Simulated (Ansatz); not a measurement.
# CoO: a failed or faulty run and its cure

System: CoO (2 atoms in the cell).
Method of run 1: DFT, PBEsol, plane waves, PAW, spin-polarised (Ansatz 0.2.0).

The structure derives from an entry of the Crystallography Open Database. Some settings of this run were made unusual or wrong on purpose. Text and figures count atoms from 1; the logs count them from 0 in places.

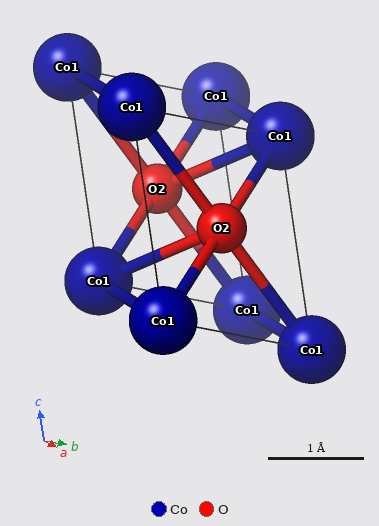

Fig. 1: The structure as given in the input (ball-and-stick view of the reduced cell, seen slightly off an axis; atoms are numbered from 1 in the order of the input). An atom can appear more than once, as a periodic image.

## Input, run 1
```yaml
crystal:
  lattice:
    - [2.3826211, -0.00129689, 0.07861292]
    - [-0.00129689, 2.3826211, 0.07861292]
    - [1.24488649, 1.24488649, 1.71789446]
  atoms:
    - { symbol: Co, position: [0.0, 0.0, 0.0], spin: 2.57 }
    - { symbol: O, position: [0.5, 0.5, 0.0], spin: 0.32 }
basis:
  ecutwfc: 420
kpoints:
  mp_grid: { grid: [12, 12, 17] }
hamiltonian:
  xc: pbesol
scf:
  occupations: { method: gaussian, width: 0.1 }
  max_iter: 50
output:
  forces: true
  eigenvalues: true
  stress: true
magnetization:
  spin_polarized: true
```

Launched with:
```bash
ansatz run input.yaml --threads 2 --pin off --max-ram 5120MiB --backend cpu --events-out ev --progress --plain --runs-dir out
```

Hardware: 2 threads of Arm Neoverse V2, 24 GiB of memory available, shared host.

## Output, shortened to warnings, some set-up lines, iterations and results (run 1)
```
WARN: the starting moments were not kept: the SCF closed with an absolute magnetisation of 1.7e-6 μB, where they sum to 2.89 μB in size (2 sites). That is at most 0.1 of that sum. Measured as dr2_m measures the in/out step, that magnetisation stands 7.2e-12 eV from none, at or under the dr2_threshold of 1.0e-7 eV: it is no larger than a step whose dr2_m would equal this threshold. The system may …
Basis set: ecut = 420 eV, 171 PW (Γ), exchange–correlation on 32×32×36 points (8 copies of the dense FFT grid, shifted against one another)
Symmetry: 4 space group operations
k-points: 667 of 2448
Initial density: superposition of atomic densities (chi_scale 0.1, normalization cell, long waves kept (reshape's long-wave potential 0.00 eV rms))
[...]
SCF iter   1: F=—  HF=-5624.519181 eV  |F-HF|=—  |Δ(HF+E_count)|=         —  Δρ=4.39e-1 (↑2.79e-1 ↓4.39e-1)  dr2=1.93e0  dr2_m=1.05e1  M=0.220 μB ∫|m|=0.246 μB  β_m=0.30  …
SCF iter   2: F=—  HF=-5633.482701 eV  |F-HF|=—  |Δ(HF+E_count)|=    8.96e0  Δρ=3.14e-1 (↑2.18e-1 ↓3.14e-1)  dr2=8.25e-1  dr2_m=5.80e0  M=0.143 μB ∫|m|=0.162 μB  β_m=0.65  …
SCF iter   3: F=—  HF=-5644.989545 eV  |F-HF|=—  |Δ(HF+E_count)|=    1.15e1  Δρ=5.37e-2 (↑4.99e-2 ↓5.37e-2)  dr2=5.88e-1  dr2_m=7.68e-4  M=0.007 μB ∫|m|=0.008 μB  β_m=0.56  …
SCF iter   4: F=—  HF=-5644.819280 eV  |F-HF|=—  |Δ(HF+E_count)|=   1.70e-1  Δρ=2.77e-2 (↑1.97e-2 ↓2.77e-2)  dr2=8.23e-2  dr2_m=3.27e-3  M=0.000 μB ∫|m|=0.002 μB  β_m=0.49  …
SCF iter   5: F=—  HF=-5644.817527 eV  |F-HF|=—  |Δ(HF+E_count)|=   1.75e-3  Δρ=9.87e-3 (↑9.87e-3 ↓9.33e-3)  dr2=1.41e-2  dr2_m=1.37e-4  M=0.002 μB ∫|m|=0.003 μB  β_m=0.74  …
SCF iter   6: F=—  HF=-5644.824946 eV  |F-HF|=—  |Δ(HF+E_count)|=   7.42e-3  Δρ=6.05e-3 (↑5.05e-3 ↓6.05e-3)  dr2=5.32e-3  dr2_m=3.52e-5  M=0.000 μB ∫|m|=0.000 μB  β_m=0.69  …
SCF iter   7: F=—  HF=-5644.823714 eV  |F-HF|=—  |Δ(HF+E_count)|=   1.23e-3  Δρ=1.71e-3 (↑7.51e-4 ↓1.71e-3)  dr2=3.17e-4  dr2_m=2.40e-5  M=-0.000 μB ∫|m|=0.000 μB  β_m=0.85  …
SCF iter   8: F=—  HF=-5644.823669 eV  |F-HF|=—  |Δ(HF+E_count)|=   4.52e-5  Δρ=9.57e-5 (↑6.59e-5 ↓9.57e-5)  dr2=1.55e-6  dr2_m=3.96e-8  M=-0.000 μB ∫|m|=0.000 μB  β_m=0.89  …
SCF iter   9: F=—  HF=-5644.823703 eV  |F-HF|=—  |Δ(HF+E_count)|=   3.46e-5  Δρ=1.25e-5 (↑1.13e-5 ↓1.25e-5)  dr2=2.62e-8  dr2_m=1.39e-10  M=-0.000 μB ∫|m|=0.000 μB  β_m=0.86  …
SCF iter  10: F=-5644.823703 eV  HF=-5644.823703 eV  |F-HF|=1.09e-9  |Δ(HF+E_count)|=   6.34e-9  Δρ=2.60e-6 (↑2.60e-6 ↓2.01e-6)  dr2=1.29e-9  dr2_m=1.11e-11  M=-0.000 μB …
SCF 1 converged in 10 iterations: F = -5644.823703 eV  dr2 = 1.29e-9
WARN: the starting moments were not kept: the SCF closed with an absolute magnetisation of 1.7e-6 μB, where they sum to 2.89 μB in size (2 sites). That is at most 0.1 of that sum. Measured as dr2_m measures the in/out step, that magnetisation stands 7.2e-12 eV from none, at or under the …
SCF converged after 10 iterations
Magnetization: -0.0000 μB (11.5000 up, 11.5000 down)
Absolute magnetization: 0.0000 μB (∫|ρ↑−ρ↓|, with the PAW one-centre terms)
Spin contamination: 0.0000 ħ² per cell (⟨S²⟩ above its minimum at these occupations)
Per-site moments (μB) at R_I (Å): [(-1.3358376419935883e-6, 0.6769431081706765), (4.517436580088234e-9, 0.6769431081706765)]
Free energy (F): -5644.823703 eV
Harris-Foulkes:  -5644.823703 eV  (|F-HF|=1.09e-9)
Internal energy: -5644.820626 eV  (E = F + TS)
E sigma→0 (E₀):  -5644.822165 eV
Entropy (-TS):   -0.003077 eV (-1.538 meV/atom)
Fermi energy:    34.649531 eV
--- Per-component energies (eV) ---
  E_band       = 93.908402
  E_kinetic    = 668.753036
  E_local      = -2280.904591  (includes V_loc(G=0)·N_el)
  E_nonlocal   = 540.836922
  E_hartree    = 1017.708966
  E_xc         = -238.761473
  E_vxc        = -309.142801  (∫ρ·V_xc dr)
  E_paw        = -1658.081231  (= ΣΔE_a)
  E_vpaw       = -561.053215  (= ΣTr[D̂ρ^β])
[...]
```

Diagnose this run and give a change of the input that cures it.

Answer. The input was spoiled on purpose: a lattice far too small (`crystal.lattice`). The atoms are squeezed together and the pressure is enormous. The run converged all the same; its numbers are those of the faulty input and shouldn't be used. Warnings of the run: some starting moments were not kept.

A run of the same system that converges differs from this input as follows (lines with − go, lines with + come):
```diff
-    - [2.3826211, -0.00129689, 0.07861292]
-    - [-0.00129689, 2.3826211, 0.07861292]
-    - [1.24488649, 1.24488649, 1.71789446]
+    - [2.9782763752, -0.0016211116, 0.0982661517]
+    - [-0.0016211116, 2.9782763752, 0.0982661517]
+    - [1.5561081115, 1.5561081115, 2.1473680739]
-  max_iter: 50
+  populations: true
```

## Output, shortened to warnings, some set-up lines, iterations and results (run 2)
```
Basis set: ecut = 420 eV, 341 PW (Γ), exchange–correlation on 40×40×48 points (8 copies of the dense FFT grid, shifted against one another)
Symmetry: 4 space group operations
k-points: 667 of 2448
Initial density: superposition of atomic densities (chi_scale 0.1, normalization cell, long waves kept (reshape's long-wave potential 0.00 eV rms))
[...]
SCF iter   1: F=—  HF=-5650.953795 eV  |F-HF|=—  |Δ(HF+E_count)|=         —  Δρ=1.74e-1 (↑8.25e-2 ↓1.74e-1)  dr2=7.68e0  dr2_m=8.07e-1  M=1.882 μB ∫|m|=1.882 μB  β_m=0.30  …
SCF iter   2: F=—  HF=-5651.063891 eV  |F-HF|=—  |Δ(HF+E_count)|=   1.10e-1  Δρ=7.21e-2 (↑3.84e-2 ↓7.21e-2)  dr2=1.60e0  dr2_m=1.59e-1  M=2.091 μB ∫|m|=2.092 μB  β_m=0.40  …
SCF iter   3: F=—  HF=-5651.572667 eV  |F-HF|=—  |Δ(HF+E_count)|=   5.09e-1  Δρ=3.20e-2 (↑2.25e-2 ↓3.20e-2)  dr2=8.78e-2  dr2_m=6.48e-2  M=2.410 μB ∫|m|=2.414 μB  β_m=0.49  …
SCF iter   4: F=—  HF=-5652.033118 eV  |F-HF|=—  |Δ(HF+E_count)|=   4.60e-1  Δρ=4.70e-2 (↑1.99e-2 ↓4.70e-2)  dr2=1.54e-1  dr2_m=1.48e-1  M=2.616 μB ∫|m|=2.623 μB  β_m=0.75  …
SCF iter   5: F=—  HF=-5652.273121 eV  |F-HF|=—  |Δ(HF+E_count)|=   2.40e-1  Δρ=2.29e-2 (↑2.29e-2 ↓2.04e-2)  dr2=1.06e-1  dr2_m=4.89e-2  M=2.801 μB ∫|m|=2.813 μB  β_m=0.73  …
SCF iter   6: F=—  HF=-5652.296549 eV  |F-HF|=—  |Δ(HF+E_count)|=   2.34e-2  Δρ=1.83e-2 (↑6.56e-3 ↓1.83e-2)  dr2=2.60e-2  dr2_m=2.17e-2  M=2.776 μB ∫|m|=2.791 μB  β_m=0.76  …
SCF iter   7: F=—  HF=-5652.300051 eV  |F-HF|=—  |Δ(HF+E_count)|=   3.50e-3  Δρ=6.14e-3 (↑1.35e-3 ↓6.14e-3)  dr2=4.71e-3  dr2_m=1.47e-3  M=2.759 μB ∫|m|=2.774 μB  β_m=0.78  …
SCF iter   8: F=—  HF=-5652.299878 eV  |F-HF|=—  |Δ(HF+E_count)|=   1.73e-4  Δρ=4.07e-4 (↑4.07e-4 ↓2.83e-4)  dr2=1.35e-5  dr2_m=1.32e-5  M=2.760 μB ∫|m|=2.775 μB  β_m=0.89  …
SCF iter   9: F=—  HF=-5652.299906 eV  |F-HF|=—  |Δ(HF+E_count)|=   2.79e-5  Δρ=1.92e-4 (↑8.51e-5 ↓1.92e-4)  dr2=1.89e-6  dr2_m=2.00e-6  M=2.761 μB ∫|m|=2.776 μB  β_m=0.94  …
SCF iter  10: F=—  HF=-5652.299908 eV  |F-HF|=—  |Δ(HF+E_count)|=   2.18e-6  Δρ=2.01e-4 (↑1.22e-4 ↓2.01e-4)  dr2=1.43e-6  dr2_m=3.91e-6  M=2.762 μB ∫|m|=2.777 μB  β_m=0.94  …
SCF iter  11: F=—  HF=-5652.299908 eV  |F-HF|=—  |Δ(HF+E_count)|=   2.49e-7  Δρ=4.11e-5 (↑6.24e-6 ↓4.11e-5)  dr2=1.84e-7  dr2_m=6.09e-8  M=2.762 μB ∫|m|=2.776 μB  β_m=0.97  …
SCF iter  12: F=—  HF=-5652.299908 eV  |F-HF|=—  |Δ(HF+E_count)|=   4.08e-9  Δρ=6.01e-6 (↑5.90e-6 ↓6.01e-6)  dr2=8.89e-9  dr2_m=2.02e-10  M=2.762 μB ∫|m|=2.776 μB  β_m=0.88  …
SCF iter  13: F=-5652.299908 eV  HF=-5652.299908 eV  |F-HF|=4.38e-10  |Δ(HF+E_count)|=   3.32e-9  Δρ=3.45e-6 (↑5.64e-7 ↓3.45e-6)  dr2=7.79e-10  dr2_m=4.45e-10  M=2.761 μB …
SCF 1 converged in 13 iterations: F = -5652.299908 eV  dr2 = 7.79e-10
SCF converged after 13 iterations
Magnetization: 2.7615 μB (12.8807 up, 10.1193 down)
Absolute magnetization: 2.7764 μB (∫|ρ↑−ρ↓|, with the PAW one-centre terms)
Spin contamination: 0.0100 ħ² per cell (⟨S²⟩ above its minimum at these occupations)
Per-site moments (μB) at R_I (Å): [(2.3345387475984003, 0.8461788840173551), (0.29391807698645406, 0.8461788840173551)]
Free energy (F): -5652.299908 eV
Harris-Foulkes:  -5652.299908 eV  (|F-HF|=4.38e-10)
Internal energy: -5652.281877 eV  (E = F + TS)
E sigma→0 (E₀):  -5652.290892 eV
Entropy (-TS):   -0.018031 eV (-9.015 meV/atom)
Fermi energy:    15.063458 eV
--- Per-component energies (eV) ---
  E_band       = -281.232417
  E_kinetic    = 619.360345
  E_local      = -3336.967359  (includes V_loc(G=0)·N_el)
  E_nonlocal   = 515.713788
  E_hartree    = 1370.539870
  E_xc         = -227.018916
  E_vxc        = -293.315007  (∫ρ·V_xc dr)
  E_paw        = -1638.456744  (= ΣΔE_a)
  E_vpaw       = -527.105080  (= ΣTr[D̂ρ^β])
  E_aug_tail   = 0.002453  (compensation charges beyond the density's cutoff)
  E_ewald      = -2955.679020
  E_core_change = 0.223707  (= ΣΔE_core)
  E_smearing   = -0.018031  (= −TS)
  E_closure    = 0.000000  (closes the sum)
  Σ components = -5652.299908   (vs F -5652.299908, Δ=0.00e0)
--- Forces (eV/Å), atoms counted from 1 ---
  atom   1  Co     0.00000000    -0.00000000     0.00000000
  atom   2  O      0.00000000    -0.00000000     0.00000000
  max |Σ_I F_I| component: 1.89e-29 eV/Å
--- Stress (GPa, compression-positive) ---
       -1.555007       0.083635      -0.046826
        0.083635      -1.555007      -0.046826
       -0.046813      -0.046813       0.006413
  P = ⅓ Tr σ = -1.0345 GPa (-10.345 kbar)
--- Löwdin populations: 2 sites ---
  site symbol       q [e]    m [muB]
     0     Co     15.9524     2.3865
     1      O      6.9218     0.3804
  spilling = 0.005467 (of n_electrons = 23.000000)
```

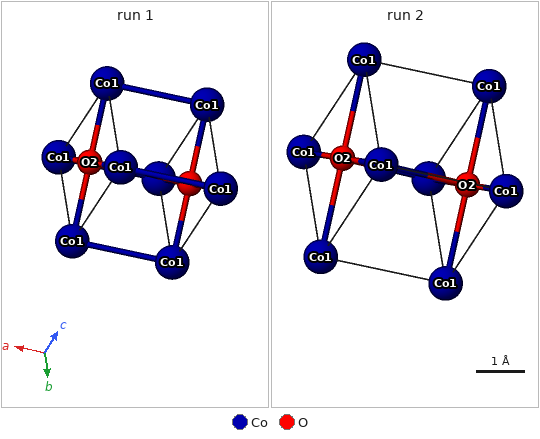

Fig. 2: The two input geometries at one scale (ball-and-stick view of the reduced cell, seen at an oblique angle). The atoms keep their places relative to the cell (all moves are under 0.005 Å). The drawn cell changes as follows: a 2.240 → 2.800 Å (+25.0 %), b = c 2.353 → 2.941 Å (+25.0 %); the volume changes by +95.3 %. Among the contacts that change: Co1–Co1 2.240 → 2.800 Å, Co1–O2 1.686 → 2.107 Å.

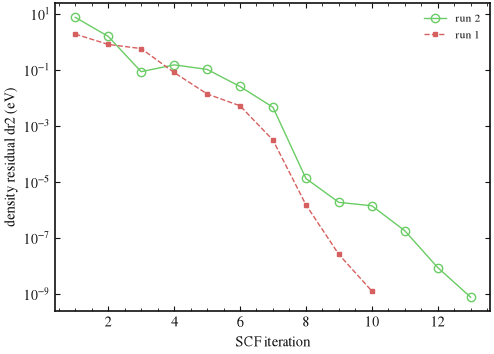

Fig. 3: Convergence of the two runs: density residual dr2 against the SCF iteration. Run 2 takes 13 iterations in all, and run 1 takes 10.

## The two runs side by side

| quantity | run 1 | run 2 |
| --- | --- | --- |
| outcome | converged | converged |
| free energy per atom (eV) | −2822.4119 | −2826.1500 |
| energy per atom, smearing taken to zero (eV) | −2822.4111 | −2826.1454 |
| gap on the mesh (eV) | 0.00 | 0.00 |
| net moment of the cell (μB) | 0.00 | 2.76 |
| absolute moment of the cell (μB) | 0.00 | 2.78 |
| pressure (GPa) | 546.31 | −1.03 |
| volume per atom (Å³) | 4.64 | 9.07 |
| largest force (eV/Å) | 0.000 | 0.000 |
| SCF iterations | 10 | 13 |
| irreducible k-points | 667 | 667 |
| plane waves at Γ | 171 | 341 |
| wall time (shared host) | 9.7 s | 22 s |

With the same functional and potentials, run 2 lies 3738.1 meV per atom lower. The net moment of the cell goes from 0.00 to 2.76 μB. The pressure goes from 546.31 to −1.03 GPa. The volume per atom goes from 4.64 to 9.07 Å³. The SCF takes 13 iterations against 10. The plane waves at Γ go from 171 to 341. On the same kind of shared host run 2 took about 2.2 times as long.
